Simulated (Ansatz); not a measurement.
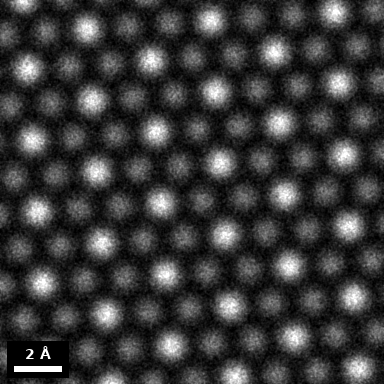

Dark-field STEM-like image of Ge (P6_3/mmc, No. 194). The image is simulated as a sum over atoms of Z^1.7, blurred by a 0.98 Å probe (no channelling). Shot noise was added. Atomic positions: the end point of a relaxation with DFT, PBEsol, plane waves (420 eV) with PAW, scalar-relativistic in Ansatz 0.2.0; the starting structure was generated, so it need not be a known form of this composition.

```
Ge
1.0
     2.98791    0.00000    0.00000
    -1.49396    2.58761    0.00000
     0.00000    0.00000    9.55338
Ge
4
Cartesian
  0.0000 0.0000 0.0000
  0.0000 0.0000 4.7767
  0.0000 1.7251 2.3883
  1.4940 0.8625 7.1650
```

Question: Which beam direction gives this image, [201], [310], [001] or [421]? (Directions equivalent by symmetry count as one.)

Answer: [001]. The projected cells are 2.53 × 2.88 Å, 116° for [201]; 0.98 × 9.55 Å, 90° for [310]; 2.99 × 2.99 Å, 120° for [001]; 2.30 × 2.30 Å, 99° for [421], and the image repeats as the [001] one does.
